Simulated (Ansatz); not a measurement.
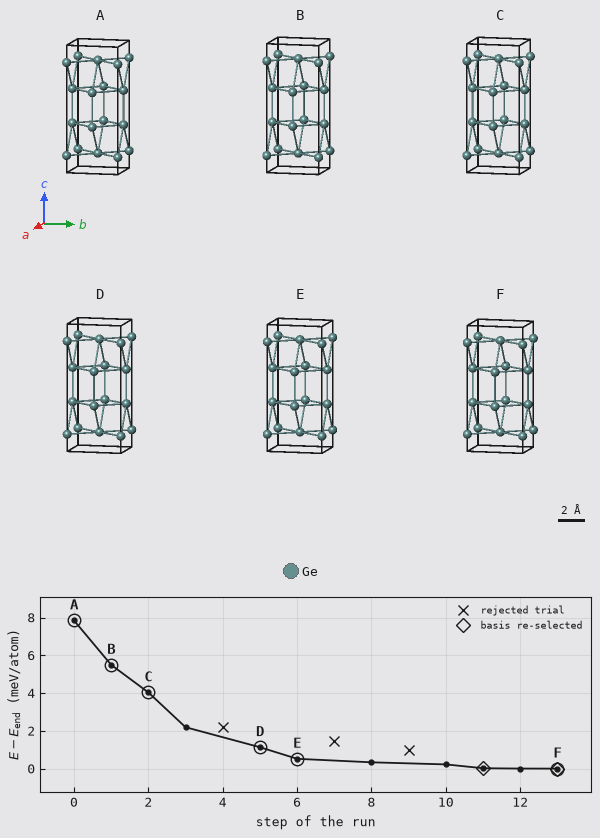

Frames of a relaxation of solid Ge (a generated structure, set up in Fmmm), marked on the history of the run. Style: ball-and-stick. Shown: the conventional cell (2 times the calculation's cell), slightly off an axis. Lengths and directions refer to the drawn axes.

Case: As → Ge on all its sites, cell and atoms relaxed.

Method: Ansatz, DFT PBEsol, scalar-relativistic, plane waves, PAW.

Input file:
```yaml
crystal:
  lattice:
    - [1.8367503974, -5.0192023594, 0.0]
    - [1.8367503974, 5.0192023594, 0.0]
    - [0.0, 0.0, 4.1095506386]
  atoms:
    - { symbol: Ge, position: [0.1351325956, 0.8648674044, 0.9999780293] }
    - { symbol: Ge, position: [0.6351325956, 0.3648674044, 0.5000219707] }
    - { symbol: Ge, position: [0.8648674044, 0.1351325956, 2.19707e-05] }
    - { symbol: Ge, position: [0.3648674044, 0.6351325956, 0.4999780293] }
basis:
  ecutwfc: 420
kpoints:
  mp_grid: { grid: [12, 12, 10] }
hamiltonian:
  xc: pbesol
scf:
  occupations: { method: gaussian, width: 0.1 }
output:
  forces: true
  stress: true
  eigenvalues: true
relax:
  adjacent_minimum: "off"
  f_tol: 0.01
  max_steps: 60
  cell: { stress_tol: 0.1 }
```

Run as
```bash
ansatz run input.yaml --threads 1 --pin off --max-ram 2560MiB --backend cpu --events-out ev --progress --plain --runs-dir out
```

What happens along the run?

Answer. The energy falls by 7.8 meV per atom in 8 accepted moves (13 points after the start). The largest force component goes from 0.086 to 0.0024 eV/Å. The pressure goes from 0.41 to 0.01 GPa. The line search rejected the trial steps at points 4, 7, 9 of the run. The SCF was repeated twice at an unchanged geometry on a basis and grid sized afresh for the cell, which shifted the energy by 0.2 meV per atom at most. The largest moves relative to the cell, 0.012 Å, are those of Ge1, Ge2, Ge3 and Ge4. Ge1 goes along −c. The volume changes by −0.3 %, with a 3.674 → 3.430 Å (−6.6 %), b 4.110 → 4.446 Å (+8.2 %), c 10.038 → 9.913 Å (−1.3 %). Some distances before and after: Ge1–Ge3 2.948 → 2.831 Å, Ge1–Ge2 2.756 → 2.807 Å, Ge1–Ge3 (another image) 2.713 → 2.704 Å. The space group stays Fmmm (No. 69). From step 0 to 1: Ge atoms move most (0.02 Å), volume +1.0 %, energy −2.4 meV per atom. From step 1 to 2: volume −0.8 %, energy −1.5 meV per atom. From step 2 to 5: Ge atoms move most (0.02 Å), volume −0.9 %, energy −2.9 meV per atom. From step 5 to 6: volume +0.6 %, energy −0.6 meV per atom. From step 6 to 13: volume −0.1 %, energy −0.5 meV per atom.
